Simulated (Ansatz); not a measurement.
## Ge: single-point calculation (part 1 of 2)

- system: Ge (P6₃/mmc, 4 atoms in the cell)
- method: DFT, PBE with spin-orbit coupling, plane waves, PAW (Ansatz 0.2.0)

The structure was built on a prototype by a generator. The geometry comes from this level: r2SCAN. Figures and captions count atoms from 1; the log counts them from 0 in places.

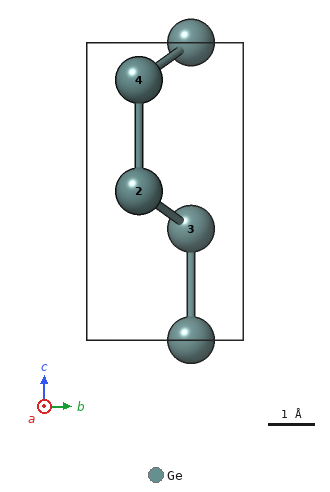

Figure 1. The input geometry (ball-and-stick view of the cell of the calculation, along the a axis; atoms are numbered from 1 in the order of the input). An atom can appear more than once, as a periodic image. Near neighbours in the periodic cell (some may lie outside the picture): Ge has 4 Ge at 2.45 to 2.47 Å.

The input:
```yaml
crystal:
  lattice:
    - [3.9976151877, 0.0, 0.0]
    - [-1.9988075938, 3.4620363071, 0.0]
    - [0.0, 0.0, 6.5928194951]
  atoms:
    - { symbol: Ge, position: [0.3333333333, 0.6666666667, 0.0003695976] }
    - { symbol: Ge, position: [0.6666666667, 0.3333333333, 0.5003695976] }
    - { symbol: Ge, position: [0.3333333333, 0.6666666667, 0.3746304024] }
    - { symbol: Ge, position: [0.6666666667, 0.3333333333, 0.8746304024] }
kpoints:
  mp_grid: { grid: [12, 12, 4] }
  band_path:
    path:
      - [0.0, 0.0, 0.0]
      - [0.5, 0.0, 0.0]
      - [0.3333333333, 0.3333333333, 0.0]
      - [0.0, 0.0, 0.5]
      - [0.5, 0.0, 0.5]
      - [0.3333333333, 0.3333333333, 0.5]
      - [0.0, 0.0, 0.05]
      - [0.0, 0.0, 0.15]
    npoints: 1
hamiltonian:
  xc: pbe
scf:
  occupations: { method: fermi_dirac, width: 0.02 }
  n_extra_bands: 10
magnetization:
  noncollinear: true
  spin_orbit: true
output:
  forces: true
  stress: true
  eigenvalues: true
  write_density: true
  write_potential: true
  elf: true
  volumetric_format: npy
```

Launched with:
```bash
ansatz run input.yaml --threads 2 --pin off --max-ram 2211MiB --backend cpu --events-out ev --progress --plain --runs-dir out
```

Output:
```
scf.n_extra_bands = 10 over 56 filled bands (N_el = 56.0): the run solves 66 bands
Engine: ansatz 0.2.0, aarch64-unknown-linux-gnu
Pseudopotentials: kind: paw_fr
Pseudopotential: Ge, paw_fr, valence charge 14, recommended cutoff 420 eV (normal), Ge.paw.azcp#standard-fr
Functional definition: PBE
  parameter kappa = 0.804
  parameter beta = 0.06672455060314922
  exchange = pbe_x(kappa = kappa, mu = beta*pi^2/3)
  correlation = pbe_c(beta = beta)
non-collinear run that drives no moment, with spin-orbit: no starting moment large enough to seed its density (crystal.atoms[].spin), no starting occupations that ask for one, no magnetisation constraint and no magnetic field, so the semilocal B_xc is pinned to zero
Crystal: 4 atoms, lattice volume = 91.244 Å³
Basis set: ecut = 420 eV, 1763 PW (Γ), exchange–correlation on 54×54×90 points (8 copies of the dense FFT grid, shifted against one another)
Bands: 66, of which v1, the nominal top of the filled ones, is band 56 counted from 1 (55 counted from 0)
Symmetry: 24 space group operations + 24 with time reversal
Magnetic group: BNS 194.264 (UNI 1494), of the structure as read, at distance tolerance 4.5e-5 Å
k-points: 57 of 576
Projection manifold: j_resolved (fully-relativistic pseudo-atomic orbitals)
Non-local potential: Ge, projectors of the file, l = 0: 2, l = 1: 4, l = 2: 6, l = 3: 2
PAW form: soft (Blöchl's): semilocal exchange-correlation on the pseudo side does not see the compensation charge
PAW one-centre angular grid: Ge, 590 points (default); XC on 64 Gauss nodes
Initial density: superposition of atomic densities (chi_scale 0.1, normalization cell)
Initial wavefunctions: pseudopotential atomic-orbital guess
Functional: x = pbe(κ = 0.804, μ = 0.2195149727645171), c = pbe(β = 0.06672455060314922)
SCF iter   1: F=—  HF=-17180.318568 eV  |F-HF|=—  |Δ(HF+E_count)|=         —  Δρ=3.41e-2  dr2=8.98e-1  dr2_m=0.00e0 (ungated)  ethr=3.10e-3  |M|=0.00e0 ∫|m|=0.00e0 μB  |m|>n=0.0e0 m-floor=0.0e0 τ_xc=0.0e0  β_m=0.30  ⟨swp⟩=6.1  Hψ=7909  notcnv=0
preconditioner: auto → Resta (q_TF=auto, 2.515 Å⁻¹)  ε∞=2.7  [insulator: Δε(μ)=0.106 eV  Ē_g=22.081 eV  σ=0.020 eV  W_gap=0.83  n_scr=22 (ndim 8)  ℏωp=29.1 eV  f_vac=0.007  D(μ)=0.06/eV (n_scr^D=0)  ε∞_Penn≈2.7]
spin=Noncollinear: Resta preconditioning applied to the charge; magnetization (m_x, m_y, m_z) channels mix plain (no charge-response kernel on spin).
SCF iter   2: F=—  HF=-17180.280459 eV  |F-HF|=—  |Δ(HF+E_count)|=   3.81e-2  Δρ=2.58e-2  dr2=5.33e-1  dr2_m=0.00e0 (ungated)  ethr=1.60e-3  |M|=0.00e0 ∫|m|=0.00e0 μB  |m|>n=0.0e0 m-floor=0.0e0 τ_xc=0.0e0  β_m=0.65  ⟨swp⟩=1.0  Hψ=2166  notcnv=0  defer=20
SCF iter   3: F=—  HF=-17180.222274 eV  |F-HF|=—  |Δ(HF+E_count)|=   5.82e-2  Δρ=2.06e-3  dr2=3.55e-3  dr2_m=0.00e0 (ungated)  ethr=9.52e-4  |M|=0.00e0 ∫|m|=0.00e0 μB  |m|>n=0.0e0 m-floor=0.0e0 τ_xc=0.0e0  β_m=0.82  ⟨swp⟩=2.2  Hψ=2152  notcnv=0  defer=44
SCF iter   4: F=—  HF=-17180.226840 eV  |F-HF|=—  |Δ(HF+E_count)|=   4.57e-3  Δρ=8.01e-4  dr2=5.60e-4  dr2_m=0.00e0 (ungated)  ethr=6.34e-6  |M|=0.00e0 ∫|m|=0.00e0 μB  |m|>n=0.0e0 m-floor=0.0e0 τ_xc=0.0e0  β_m=0.91  ⟨swp⟩=2.0  Hψ=3506  notcnv=0  defer=256
SCF iter   5: F=—  HF=-17180.227813 eV  |F-HF|=—  |Δ(HF+E_count)|=   9.72e-4  Δρ=5.06e-4  dr2=1.74e-4  dr2_m=0.00e0 (ungated)  ethr=1.00e-6  |M|=0.00e0 ∫|m|=0.00e0 μB  |m|>n=0.0e0 m-floor=0.0e0 τ_xc=0.0e0  β_m=0.74  ⟨swp⟩=2.0  Hψ=3480  notcnv=0  defer=256
SCF iter   6: F=—  HF=-17180.227714 eV  |F-HF|=—  |Δ(HF+E_count)|=   9.84e-5  Δρ=7.24e-5  dr2=5.78e-6  dr2_m=0.00e0 (ungated)  ethr=3.11e-7  |M|=0.00e0 ∫|m|=0.00e0 μB  |m|>n=0.0e0 m-floor=0.0e0 τ_xc=0.0e0  β_m=0.87  ⟨swp⟩=2.0  Hψ=3350  notcnv=0  defer=256
SCF iter   7: F=—  HF=-17180.227739 eV  |F-HF|=—  |Δ(HF+E_count)|=   2.45e-5  Δρ=2.09e-5  dr2=3.59e-7  dr2_m=0.00e0 (ungated)  ethr=1.03e-8  |M|=0.00e0 ∫|m|=0.00e0 μB  |m|>n=0.0e0 m-floor=0.0e0 τ_xc=0.0e0  β_m=0.93  ⟨swp⟩=2.0  Hψ=3395  notcnv=0  defer=256
SCF iter   8: F=-17180.227740 eV  HF=-17180.227740 eV  |F-HF|=3.51e-8  |Δ(HF+E_count)|=   9.82e-7  Δρ=4.14e-6  dr2=1.55e-8  dr2_m=0.00e0 (ungated)  ethr=1.79e-10  |M|=0.00e0 ∫|m|=0.00e0 μB  |m|>n=0.0e0 m-floor=0.0e0 τ_xc=0.0e0  ⟨swp⟩=13.1  Hψ=14238  notcnv=0
SCF 1 converged in 8 iterations: F = -17180.227740 eV  dr2 = 1.55e-8
  greatest PAW one-centre occupation: 0.998 electrons in one spin orbital (limit 2), on the Ge atom at site 2 (counted from 0), in its partial waves of l = 2
```

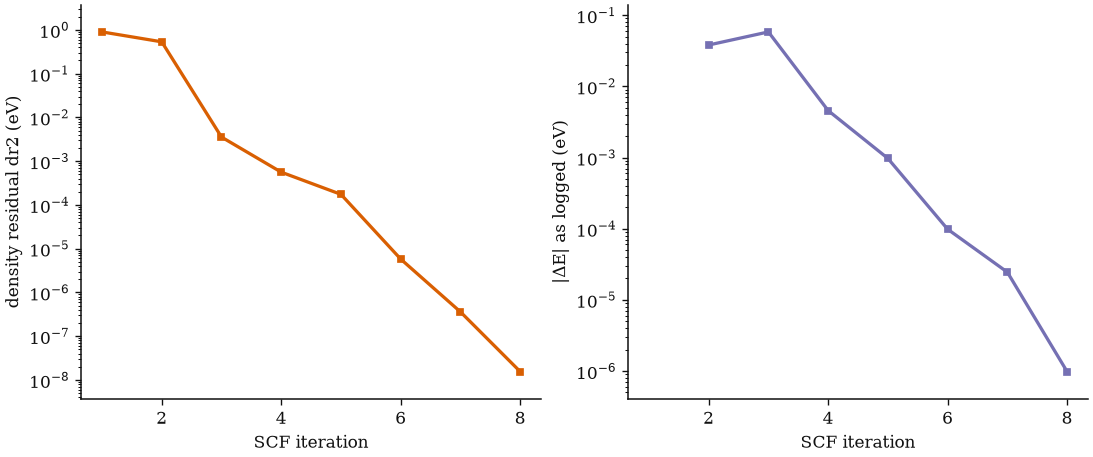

Figure 2. Convergence of the self-consistent field: density residual dr2 and size of the energy change against the SCF iteration. The residual falls at every step.

```
NSCF: frozen V_eff on 8 k-points
SCF converged after 8 iterations
Magnetization: |M| = 0.0000 μB,  M = (+0.0000, +0.0000, +0.0000) μB
Absolute magnetization: 0.0000 μB (∫|m|)
  site 0: m = (+0.0000, +0.0000, +0.0000) μB, |m| = 0.0000 μB  (R = 1.01 Å)
  site 1: m = (+0.0000, +0.0000, +0.0000) μB, |m| = 0.0000 μB  (R = 1.01 Å)
  site 2: m = (+0.0000, +0.0000, +0.0000) μB, |m| = 0.0000 μB  (R = 1.01 Å)
  site 3: m = (+0.0000, +0.0000, +0.0000) μB, |m| = 0.0000 μB  (R = 1.01 Å)
Free energy (F): -17180.227740 eV
Harris-Foulkes:  -17180.227740 eV  (|F-HF|=3.51e-8)
Internal energy: -17180.227612 eV  (E = F + TS)
E sigma→0 (E₀):  -17180.227676 eV
Entropy (-TS):   -0.000128 eV (-0.032 meV/atom)
Fermi energy:    8.584111 eV
--- Per-component energies (eV) ---
  E_band       = -601.638223
  E_kinetic    = 446.112614
  E_local      = -9917.963289  (includes V_loc(G=0)·N_el)
  E_nonlocal   = 1675.078076
  E_hartree    = 4353.268589
  E_xc         = -302.384688
  E_vxc        = -258.575327  (∫ρ·V_xc dr)
  E_paw        = -8080.915095  (= ΣΔE_a)
  E_vpaw       = -1252.823489  (= ΣTr[D̂ρ^β])
  E_aug_tail   = 0.001424  (compensation charges beyond the density's cutoff)
  E_ewald      = -5353.425242
  E_smearing   = -0.000128  (= −TS)
  E_closure    = 0.000000  (closes the sum)
  Σ components = -17180.227740   (vs F -17180.227740, Δ=0.00e0)
--- Forces (eV/Å), atoms counted from 1 ---
  atom   1  Ge     0.00000000     0.00000000     0.00716271
  atom   2  Ge     0.00000000    -0.00000000     0.00716271
  atom   3  Ge     0.00000000    -0.00000000    -0.00716271
  atom   4  Ge    -0.00000000     0.00000000    -0.00716271
  max |Σ_I F_I| component: 4.63e-18 eV/Å
--- Stress (GPa, compression-positive) ---
        2.955190       0.000000       0.000000
        0.000000       2.955190       0.000000
        0.000000       0.000000       3.018962
  P = ⅓ Tr σ = 2.9764 GPa (29.764 kbar)
--- Band table (eV; the first three rows and the last of 57) ---
  k-point 0: bands = ["-16.5963", "-16.5963", "-16.5867", "-16.5867", "-16.5843", "-16.5843", "-16.5619", "-16.5619", "-16.5513", "-16.5513", "-16.5268", "-16.5268", "-16.5263", "-16.5263", "-16.5119", "-16.5119", "-16.0812", "-16.0812", "-16.0283", "-16.0283", "-16.0193", "-16.0193", "-15.9722", "-15.9722", "-15.9568", "-15.9568", "-15.9451", "-15.9451", "-15.9086", "-15.9086", "-15.8989", "-15.8989", "-15.8758", "-15.8758", "-15.8694", "-15.8694", "-15.8552", "-15.8552", "-15.8432", "-15.8432", "-4.2517", "-4.2517", "-2.2046", "-2.2046", "0.9165", "0.9165", "6.9492", "6.9492", "7.1313", "7.1313", "8.2915", "8.2915", "8.4414", "8.4414", "8.5337", "8.5337", "8.6210", "8.6210", "8.7467", "8.7467", "10.7047", "10.7047", "10.8494", "10.8494", "11.3006", "11.3006"]
  k-point 1: bands = ["-16.5946", "-16.5946", "-16.5862", "-16.5862", "-16.5843", "-16.5843", "-16.5690", "-16.5690", "-16.5439", "-16.5439", "-16.5283", "-16.5283", "-16.5245", "-16.5245", "-16.5140", "-16.5140", "-16.0779", "-16.0779", "-16.0488", "-16.0488", "-15.9972", "-15.9972", "-15.9693", "-15.9693", "-15.9609", "-15.9609", "-15.9511", "-15.9511", "-15.9017", "-15.9017", "-15.8965", "-15.8965", "-15.8795", "-15.8795", "-15.8767", "-15.8767", "-15.8512", "-15.8512", "-15.8440", "-15.8440", "-4.0641", "-4.0641", "-2.7271", "-2.7271", "1.8181", "1.8181", "6.0315", "6.0315", "7.1130", "7.1130", "7.2969", "7.2969", "8.1840", "8.1840", "8.3825", "8.3825", "8.6421", "8.6421", "9.8324", "9.8324", "11.0919", "11.0919", "11.2168", "11.2168", "11.8023", "11.8023"]
  k-point 2: bands = ["-16.5905", "-16.5905", "-16.5905", "-16.5905", "-16.5779", "-16.5779", "-16.5779", "-16.5779", "-16.5345", "-16.5345", "-16.5345", "-16.5345", "-16.5191", "-16.5191", "-16.5191", "-16.5191", "-16.0673", "-16.0673", "-16.0673", "-16.0673", "-15.9748", "-15.9748", "-15.9748", "-15.9748", "-15.9614", "-15.9614", "-15.9614", "-15.9614", "-15.8894", "-15.8894", "-15.8894", "-15.8894", "-15.8883", "-15.8883", "-15.8883", "-15.8883", "-15.8466", "-15.8466", "-15.8466", "-15.8466", "-3.5203", "-3.5203", "-3.5203", "-3.5203", "3.7244", "3.7244", "3.7244", "3.7244", "7.5707", "7.5707", "7.5707", "7.5707", "7.7600", "7.7600", "7.7600", "7.7600", "9.2130", "9.2130", "9.2130", "9.2130", "11.8295", "11.8295", "11.8295", "11.8295", "11.9522", "11.9522"]
  k-point 56: bands = ["-16.5967", "-16.5967", "-16.5868", "-16.5868", "-16.5761", "-16.5761", "-16.5591", "-16.5591", "-16.5482", "-16.5482", "-16.5382", "-16.5382", "-16.5223", "-16.5223", "-16.5025", "-16.5025", "-16.0422", "-16.0422", "-16.0169", "-16.0169", "-16.0057", "-16.0057", "-15.9942", "-15.9942", "-15.9705", "-15.9705", "-15.9549", "-15.9549", "-15.9333", "-15.9333", "-15.9234", "-15.9234", "-15.8716", "-15.8716", "-15.8597", "-15.8597", "-15.8390", "-15.8390", "-15.8325", "-15.8325", "-1.1570", "-1.1570", "-1.1452", "-1.1452", "0.3555", "0.3555", "0.3843", "0.3843", "4.2362", "4.2362", "4.2603", "4.2603", "6.4871", "6.4871", "6.5247", "6.5247", "9.7699", "9.7699", "9.8064", "9.8064", "12.6332", "12.6332", "12.7001", "12.7001", "14.2551", "14.2551"]
```
